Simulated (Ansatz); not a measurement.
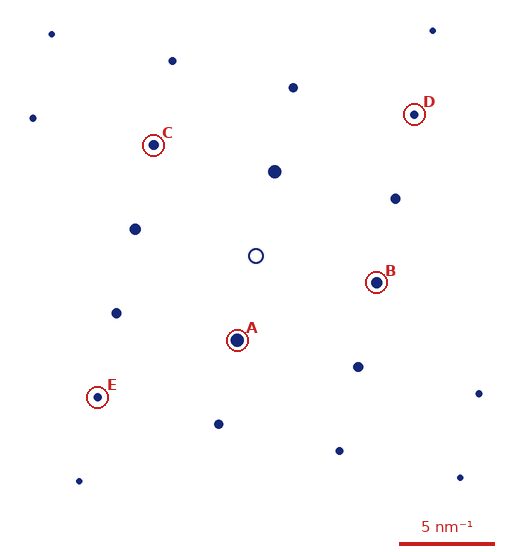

Kinematic zone-axis pattern, calculated for 120 keV electrons with B = 0.5 Å². The zone axis points towards the electron source and the pattern is seen from the source side.

Crystal: W, space group Fmmm (No. 69), a = 3.064 Å, b = 4.404 Å, c = 9.915 Å. Structure: the geometry relaxed with DFT r2SCAN, scalar-relativistic, plane waves, PAW (Ansatz); the starting structure was generated, so it need not be a known form of this composition.

Spot A is indexed 0 -2 0 and spot B 2 0 0.

Question: Give hkl for C, D, E.

Answer: C = −A − B = -2 2 0 (d = 1.258 Å). D = −2A + B = 2 4 0 (d = 0.894 Å). E = 2A − B = -2 -4 0 (d = 0.894 Å).

Question: Find the zone axis.

Answer: The cross product of A and B is parallel to [001]; every spot obeys hu + kv + lw = 0.

Question: What are the spacings of A and B and the angle between them?

Answer: d(A) = 2.202 Å, d(B) = 1.532 Å, and the angle is 90.0°.
